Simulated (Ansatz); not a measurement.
## Run report: Nb4As8H, geometry relaxation (part 3 of 3)

Continued. System: Nb4As8H (slab, 13 atoms in the cell). Method: DFT PBEsol, scalar-relativistic, plane waves, PAW, no spin polarisation (Ansatz 0.2.0); cutoff 420 eV, 9×6×1 k-mesh, Gaussian smearing of 0.1 eV. The structure derives from an entry of the Crystallography Open Database. The input holds or restrains some coordinates. Forces given for the steps count only the free coordinates. It belongs to a series of runs on one base structure; here: H put at a hollow Nb-As-As site.

Geometry of the input (Å; fractional positions):
```
3.3614  0.0000  0.0000
-1.6807  4.6666  0.0000
0.0000  0.0000  30.6760
As 0.3339  0.6679  0.2771
As 0.0747  0.1494  0.2896
Nb 0.4855  0.9710  0.3505
As 0.7696  0.5392  0.3698
As 0.0476  0.0953  0.4176
Nb 0.3317  0.6634  0.4369
As 0.7391  0.4786  0.4970
As 0.4769  0.9534  0.5112
Nb 0.8993  0.7976  0.5742
As 0.1752  0.3497  0.5763
As 0.3470  0.6927  0.6488
Nb 0.6203  0.2403  0.6367
H  0.7714  0.5419  0.6807
```

**Output, continued**
```
  k-point 2: bands = ["-51.5666", "-51.2726", "-51.1910", "-51.1179", "-32.3384", "-32.3158", "-32.2732", "-32.2313", "-32.2246", "-32.2242", "-32.2163", "-32.1793", "-32.1529", "-32.1368", "-32.1195", "-32.1126", "-32.1073", "-32.0763", "-32.0706", "-32.0420", "-32.0227", "-31.9718", "-31.9620", "-31.9006", "-31.8872", "-31.8693", "-31.8693", "-31.8680", "-31.8557", "-31.8358", "-31.8297", "-31.8258", "-31.8247", "-31.7985", "-31.7889", "-31.7782", "-31.7726", "-31.7582", "-31.7539", "-31.7396", "-31.7227", "-31.7206", "-31.7160", "-31.7047", "-27.7801", "-27.6955", "-27.6030", "-27.5378", "-27.4677", "-27.3722", "-27.3123", "-27.2792", "-27.2649", "-27.2592", "-27.1868", "-27.1517", "-9.8234", "-8.9753", "-8.4629", "-8.0186", "-7.6592", "-7.1444", "-6.7628", "-6.4490", "-2.5458", "-1.8627", "-1.4258", "-0.4779", "-0.0876", "0.3628", "0.5163", "0.8164", "1.3234", "1.4036", "1.5341", "1.6591", "1.6602", "1.9438", "1.9558", "2.0846", "2.3520", "2.6139", "2.6630", "2.7354", "3.1073", "3.4525", "3.5546", "4.2840", "4.4499", "4.4515", "4.6836", "5.1866", "5.7434", "5.8761", "5.9431", "6.1487", "6.5083", "6.6242", "6.8437", "7.2059", "7.2532", "7.7022", "7.8279", "7.9526"]
  k-point 27: bands = ["-51.5515", "-51.2570", "-51.1756", "-51.1024", "-32.3332", "-32.3075", "-32.2741", "-32.2436", "-32.2312", "-32.2195", "-32.2081", "-32.1802", "-32.1565", "-32.1332", "-32.1175", "-32.1165", "-32.1050", "-32.0811", "-32.0622", "-32.0353", "-32.0209", "-31.9660", "-31.9652", "-31.9001", "-31.8881", "-31.8743", "-31.8716", "-31.8618", "-31.8577", "-31.8408", "-31.8335", "-31.8170", "-31.8159", "-31.8026", "-31.7890", "-31.7781", "-31.7721", "-31.7611", "-31.7449", "-31.7433", "-31.7273", "-31.7172", "-31.7146", "-31.7030", "-27.8289", "-27.7417", "-27.6491", "-27.5478", "-27.4878", "-27.4857", "-27.4302", "-27.3787", "-27.3481", "-27.2480", "-27.2322", "-27.1526", "-8.6195", "-7.9201", "-7.8820", "-7.5695", "-6.4007", "-6.2806", "-6.0076", "-5.0671", "-2.6300", "-2.3346", "-1.8312", "-1.5441", "-1.1943", "-0.8672", "-0.5429", "0.0210", "0.0667", "0.2648", "0.4918", "0.7564", "0.8605", "0.9865", "1.1079", "1.3179", "1.4537", "1.5561", "1.9817", "2.1688", "2.7530", "3.0053", "3.0735", "3.7782", "4.6419", "4.8384", "5.0511", "5.3759", "5.4553", "5.6437", "6.0146", "6.3769", "6.5568", "6.7306", "6.9042", "7.0741", "7.2503", "7.5469", "7.7809", "8.1192"]
--- Relaxed structure (10 steps of the walk, 10 accepted, 0 SCFs on fresh bases) ---
  F+E_penalty+E_count = -56505.34268364 eV   max|allowed force component| = 5.717e-3 eV/Å
  atoms:
    - { symbol: As, position: [0.33393466659999993, 0.6678693331999999, 0.2770892641] }
    - { symbol: As, position: [0.07467529899999999, 0.1493505979, 0.2895837578] }
    - { symbol: Nb, position: [0.48550687439999995, 0.9710137486999999, 0.3505418126] }
    - { symbol: As, position: [0.7695803228, 0.5391606455999999, 0.369838955] }
    - { symbol: As, position: [0.0476396083, 0.0952792166, 0.4176250932] }
    - { symbol: Nb, position: [0.3317130568, 0.6634261135, 0.43692223569999994] }
    - { symbol: As, position: [0.7403023265200721, 0.4814040768212311, 0.49750651803681845] }
    - { symbol: As, position: [0.4768782936789695, 0.9542604182469534, 0.5112621188455108] }
    - { symbol: Nb, position: [0.8921826845560752, 0.7836226513067271, 0.5737817540384402] }
    - { symbol: As, position: [0.1722249786437125, 0.34386560068049177, 0.5790494152555282] }
    - { symbol: As, position: [0.3604032914348656, 0.7224951028764521, 0.6509581722047039] }
    - { symbol: Nb, position: [0.6345445776460124, 0.2690792860092863, 0.6415000245574722] }
    - { symbol: H, position: [0.6829674388717049, 0.3676594664010529, 0.6974941352153522] }
```

**Trajectory as extended XYZ (Å, eV, eV/Å), 8 of the 10 frames kept, from step=1 to step=10**
```
13
Lattice="3.3614 0.0000 0.0000 -1.6807 4.6666 0.0000 0.0000 0.0000 30.6760" Properties=species:S:1:pos:R:3:forces:R:3 step=1 energy=-56504.93259
As    0.0000    3.1167    8.5000    0.0025   1.3276  -0.6629
As    0.0000    0.6970    8.8833    0.0087  -1.1501   0.6098
Nb    0.0000    4.5313   10.7532   -0.0026  -0.0007  -0.0012
As    1.6807    2.5160   11.3452   -0.0119  -0.2185  -0.1486
As    0.0000    0.4446   12.8111    0.0146   0.1169   0.0551
Nb    0.0000    3.0959   13.4030   -0.0066  -0.0989   0.1179
As    1.6799    2.2335   15.2453   -0.0018   0.0172   0.0154
As    0.0007    4.4489   15.6824   -0.0043   0.0165   0.0388
Nb    1.6823    3.7223   17.6146    0.0090  -0.4448  -0.4525
As    0.0012    1.6320   17.6779   -0.0056  -0.0901  -0.3459
As    0.0020    3.2327   19.9012   -0.0192   0.0293   0.2757
Nb    1.6811    1.1212   19.5308    0.0183   1.1613   0.5784
H     1.6822    2.5289   20.8812   -0.0011  -0.6659  -0.0798
13
Lattice="3.3614 0.0000 0.0000 -1.6807 4.6666 0.0000 0.0000 0.0000 30.6760" Properties=species:S:1:pos:R:3:forces:R:3 step=2 energy=-56505.16532
As    0.0000    3.1167    8.5000    0.0032   1.3396  -0.6615
As    0.0000    0.6970    8.8833    0.0063  -1.1662   0.5909
Nb    0.0000    4.5313   10.7532   -0.0009  -0.0003  -0.0001
As    1.6807    2.5160   11.3452   -0.0105  -0.2094  -0.1566
As    0.0000    0.4446   12.8111    0.0110   0.1103   0.0151
Nb    0.0000    3.0959   13.4030   -0.0062  -0.1489  -0.1366
As    1.6795    2.2216   15.2259    0.0031   0.0492   0.0459
As    0.0003    4.4427   15.6634    0.0014   0.0082  -0.1535
Nb    1.6833    3.6482   17.5392   -0.0047   0.0201   0.3519
As    0.0017    1.5964   17.6687    0.0021  -0.1643   0.2956
As   -0.0014    3.3485   19.9702    0.0064   0.2357  -0.5337
Nb    1.6827    1.3003   19.6070   -0.0080  -0.0475  -0.2924
H     1.6798    2.4036   20.9896   -0.0033  -0.0263   0.6344
13
Lattice="3.3614 0.0000 0.0000 -1.6807 4.6666 0.0000 0.0000 0.0000 30.6760" Properties=species:S:1:pos:R:3:forces:R:3 step=4 energy=-56505.31715
As    0.0000    3.1167    8.5000    0.0040   1.3258  -0.6633
As    0.0000    0.6970    8.8833    0.0067  -1.1463   0.5810
Nb    0.0000    4.5313   10.7532   -0.0024  -0.0040   0.0153
As    1.6807    2.5160   11.3452   -0.0108  -0.2262  -0.1735
As    0.0000    0.4446   12.8111    0.0100   0.1265   0.0131
Nb    0.0000    3.0959   13.4030   -0.0055  -0.0807   0.0628
As    1.6797    2.2524   15.2539   -0.0003   0.0048   0.0154
As   -0.0006    4.4640   15.6589   -0.0004   0.0298   0.0813
Nb    1.6822    3.6690   17.5739   -0.0023   0.0160   0.0534
As    0.0005    1.6152   17.7655    0.0029   0.0514   0.0411
As   -0.0017    3.4804   19.9259    0.0034   0.2041   0.0829
Nb    1.6807    1.4093   19.7083   -0.0056  -0.2278  -0.0910
H     1.6778    2.1950   21.3148    0.0004  -0.0731  -0.0187
13
Lattice="3.3614 0.0000 0.0000 -1.6807 4.6666 0.0000 0.0000 0.0000 30.6760" Properties=species:S:1:pos:R:3:forces:R:3 step=5 energy=-56505.33194
As    0.0000    3.1167    8.5000    0.0039   1.3177  -0.6656
As    0.0000    0.6970    8.8833    0.0073  -1.1341   0.5798
Nb    0.0000    4.5313   10.7532   -0.0025  -0.0073   0.0283
As    1.6807    2.5160   11.3452   -0.0111  -0.2317  -0.1639
As    0.0000    0.4446   12.8111    0.0100   0.1297   0.0226
Nb    0.0000    3.0959   13.4030   -0.0076  -0.0360   0.2278
As    1.6794    2.2614   15.2688   -0.0018   0.0111   0.0014
As   -0.0013    4.4702   15.6776   -0.0001  -0.0156   0.0507
Nb    1.6813    3.6775   17.6029    0.0015  -0.0257  -0.0433
As   -0.0002    1.6215   17.7904    0.0000   0.0390  -0.0581
As   -0.0019    3.4578   19.9597   -0.0025   0.0246   0.0703
Nb    1.6795    1.3599   19.7172    0.0035   0.0159   0.0503
H     1.6778    2.0525   21.3724   -0.0006  -0.0879  -0.0999
13
Lattice="3.3614 0.0000 0.0000 -1.6807 4.6666 0.0000 0.0000 0.0000 30.6760" Properties=species:S:1:pos:R:3:forces:R:3 step=6 energy=-56505.33918
As    0.0000    3.1167    8.5000    0.0040   1.3154  -0.6669
As    0.0000    0.6970    8.8833    0.0075  -1.1313   0.5796
Nb    0.0000    4.5313   10.7532   -0.0021  -0.0089   0.0317
As    1.6807    2.5160   11.3452   -0.0116  -0.2311  -0.1598
As    0.0000    0.4446   12.8111    0.0101   0.1272   0.0242
Nb    0.0000    3.0959   13.4030   -0.0085  -0.0335   0.2680
As    1.6793    2.2584   15.2700   -0.0005   0.0062  -0.0329
As   -0.0013    4.4664   15.6880    0.0006  -0.0461  -0.0429
Nb    1.6816    3.6649   17.6047    0.0004   0.0378   0.0034
As    0.0003    1.6116   17.7753    0.0008   0.0712   0.0075
As   -0.0019    3.4286   19.9728   -0.0024  -0.0146  -0.0159
Nb    1.6800    1.3201   19.6976   -0.0004  -0.0755   0.0809
H     1.6761    1.8586   21.4013    0.0020  -0.0168  -0.0772
13
Lattice="3.3614 0.0000 0.0000 -1.6807 4.6666 0.0000 0.0000 0.0000 30.6760" Properties=species:S:1:pos:R:3:forces:R:3 step=7 energy=-56505.34185
As    0.0000    3.1167    8.5000    0.0034   1.3154  -0.6679
As    0.0000    0.6970    8.8833    0.0082  -1.1316   0.5831
Nb    0.0000    4.5313   10.7532   -0.0019  -0.0077   0.0269
As    1.6807    2.5160   11.3452   -0.0115  -0.2316  -0.1603
As    0.0000    0.4446   12.8111    0.0100   0.1287   0.0210
Nb    0.0000    3.0959   13.4030   -0.0089  -0.0560   0.2171
As    1.6792    2.2512   15.2641    0.0004   0.0006  -0.0087
As   -0.0011    4.4578   15.6848    0.0011  -0.0079  -0.0176
Nb    1.6819    3.6645   17.6019   -0.0024  -0.0326   0.0130
As    0.0006    1.6101   17.7627    0.0002   0.0108   0.0102
As   -0.0023    3.3787   19.9751   -0.0044  -0.0449  -0.0406
Nb    1.6801    1.2598   19.6774    0.0071   0.0911   0.0944
H     1.6794    1.7519   21.3944   -0.0012  -0.0345  -0.0704
13
Lattice="3.3614 0.0000 0.0000 -1.6807 4.6666 0.0000 0.0000 0.0000 30.6760" Properties=species:S:1:pos:R:3:forces:R:3 step=9 energy=-56505.34268
As    0.0000    3.1167    8.5000    0.0035   1.3152  -0.6677
As    0.0000    0.6970    8.8833    0.0082  -1.1322   0.5827
Nb    0.0000    4.5313   10.7532   -0.0019  -0.0078   0.0260
As    1.6807    2.5160   11.3452   -0.0116  -0.2297  -0.1633
As    0.0000    0.4446   12.8111    0.0101   0.1279   0.0179
Nb    0.0000    3.0959   13.4030   -0.0080  -0.0733   0.2036
As    1.6794    2.2465   15.2615    0.0001   0.0053   0.0049
As   -0.0008    4.4531   15.6835   -0.0001  -0.0057   0.0016
Nb    1.6820    3.6568   17.6013    0.0004  -0.0019  -0.0010
As    0.0010    1.6047   17.7629    0.0005   0.0027   0.0001
As   -0.0028    3.3716   19.9688   -0.0009  -0.0009   0.0003
Nb    1.6807    1.2557   19.6787   -0.0012   0.0002  -0.0028
H     1.6778    1.7157   21.3964    0.0010   0.0002  -0.0024
13
Lattice="3.3614 0.0000 0.0000 -1.6807 4.6666 0.0000 0.0000 0.0000 30.6760" Properties=species:S:1:pos:R:3:forces:R:3 step=10 energy=-56505.34268
As    0.0000    3.1167    8.5000    0.0035   1.3152  -0.6677
As    0.0000    0.6970    8.8833    0.0082  -1.1322   0.5827
Nb    0.0000    4.5313   10.7532   -0.0019  -0.0078   0.0260
As    1.6807    2.5160   11.3452   -0.0116  -0.2297  -0.1632
As    0.0000    0.4446   12.8111    0.0101   0.1279   0.0179
Nb    0.0000    3.0959   13.4030   -0.0080  -0.0732   0.2036
As    1.6794    2.2465   15.2615    0.0001   0.0053   0.0049
As   -0.0008    4.4531   15.6835   -0.0001  -0.0057   0.0017
Nb    1.6820    3.6568   17.6013    0.0004  -0.0019  -0.0011
As    0.0010    1.6047   17.7629    0.0005   0.0026   0.0001
As   -0.0028    3.3716   19.9688   -0.0009  -0.0010   0.0004
Nb    1.6807    1.2557   19.6787   -0.0012   0.0002  -0.0027
H     1.6778    1.7157   21.3964    0.0010   0.0003  -0.0024
```

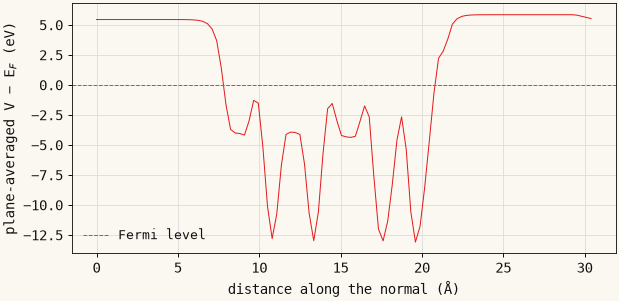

**Figure 1.** Plane average of the electrostatic potential energy of an electron across the cell, from the Fermi level. The vacuum level lies 5.85 eV above the Fermi level on the upper side and 5.45 eV on the lower.

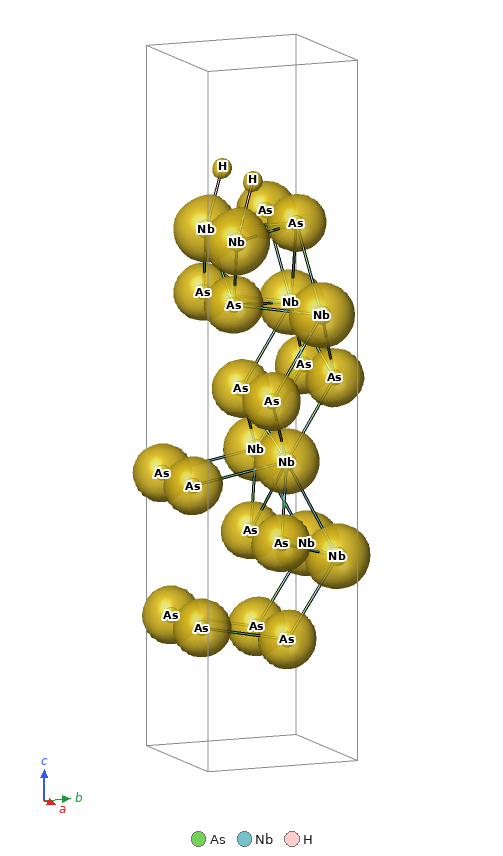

**Figure 2.** Isosurface of the valence pseudo-density at 1 e/Å³ (yellow), seen slightly off an axis. Sticks mark near contacts. At this value the density breaks into separate islands; it holds about 70 % of the electrons treated as valence (semicore included). It is pinched off along the Nb–H (1.78 Å), As–As (2.45 Å), Nb–As (2.57 Å) and Nb–Nb (3.01 Å) contacts. On the grid the lowest density along these lines, outside the cores, is 0.75 e/Å³ (Nb–H, 1.78 Å), 0.51 e/Å³ (As–As, 2.45 Å), 0.45 e/Å³ (Nb–As, 2.57 Å) and 0.26 e/Å³ (Nb–Nb, 3.01 Å). The fields are those of the smooth PAW valence density.

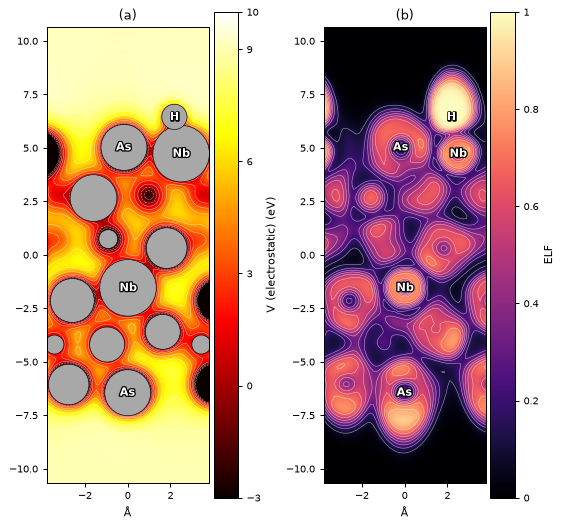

**Figure 3.** (a) electrostatic potential (local pseudopotential plus Hartree) felt by an electron; (b) ELF on the (110) plane of the calculation cell, a cut from vacuum to vacuum. Grey discs, where drawn, cover atomic cores. The section cuts through As, Nb and H sites. Nb–H (1.78 Å): the ELF climbs to about 1 towards the hydrogen, as it does in any bond to H. The strong features right at Nb lie inside the PAW spheres (semicore, d or f shells) and say nothing about bonding.
